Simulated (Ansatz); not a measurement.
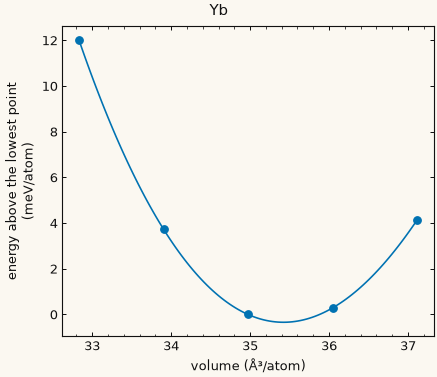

The plot gives the computed energy above the lowest point against volume for Yb, space group Fm-3m (No. 225) (one of a set of cubic test structures, which need not be the stable phase).

Method: equation of state of a cubic crystal from periodic Kohn-Sham density functional theory without spin, third-order Birch-Murnaghan fit to the free energies; pressure corrected for the finite basis (Ansatz 0.2.0 development build). Level: r2SCAN.

structure type fcc; atoms in cell 1; space group number 225; lattice centring face-centred primitive; k mesh 11×11×11; occupation method Fermi–Dirac; occupation width 0.1 eV; wave cutoff 500 eV; datasets soft-1 PAW; density tolerance 1e−07 eV; bands 16; density cutoff ratio 4; search for lower states default.

From this curve and the settings, what does the calculation give for the pressure at the same points?

The pressure falls from 1.607 GPa at volume 32.83 Å³/atom to −0.820 GPa at 37.12 Å³/atom, and changes sign near 35.4 Å³/atom.

```csv
volume (Å³/atom),pressure (GPa)
32.83,1.607
33.91,0.880
34.98,0.250
36.05,-0.320
37.12,-0.820
```

Keep in mind: modest k-mesh, values are not fully converged in k; semilocal functionals place the filled 4f shell too high and overbind.
